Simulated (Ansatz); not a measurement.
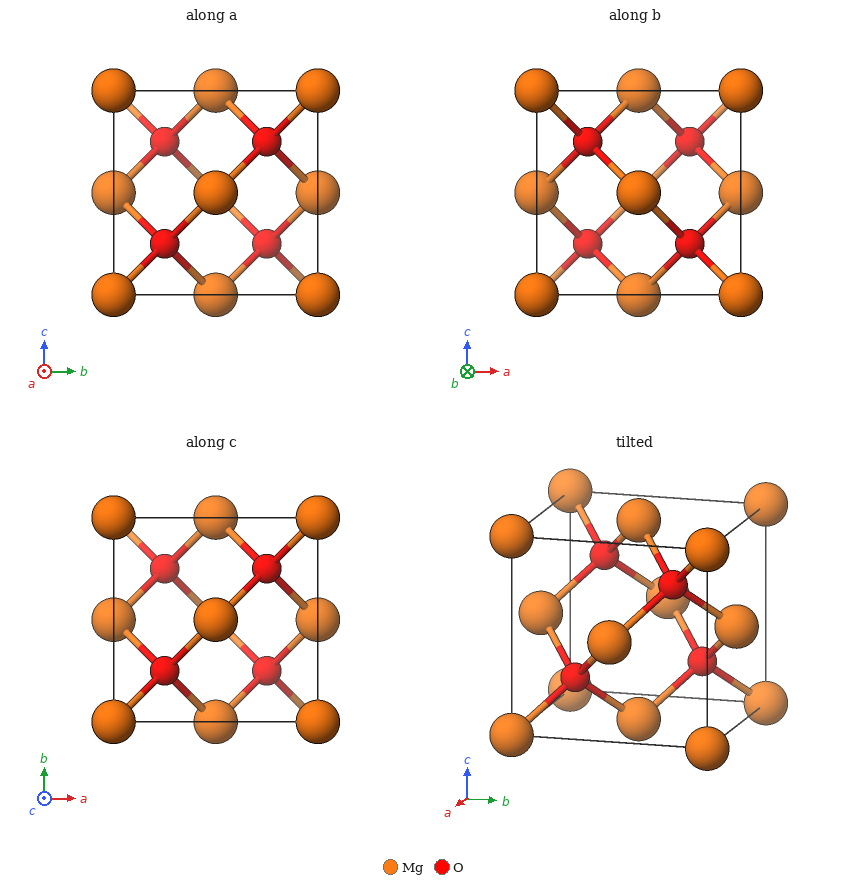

An orthographic ball-and-stick view of the structure, along the a axis, along the b axis, along the c axis and slightly off an axis. The wireframe shows the conventional unit cell.

Lattice parameters: a = 4.581 Å, b = 4.581 Å, c = 4.581 Å, α = 90.00°, β = 90.00°, γ = 90.00°.

Convert the drawing into a table of Wyckoff sites.

Answer. Space group F-43m (No. 216).
| atom | site | x | y | z |
| --- | --- | --- | --- | --- |
| Mg | 4a | 0.0000 | 0.0000 | 0.0000 |
| O | 4d | 0.2500 | 0.2500 | 0.7500 |

Provenance: a structure type filled with these elements by a generator (whether the compound takes this form wasn't checked). The cell was then strained or its atoms displaced on purpose. It was run through Ansatz as a DFT input.
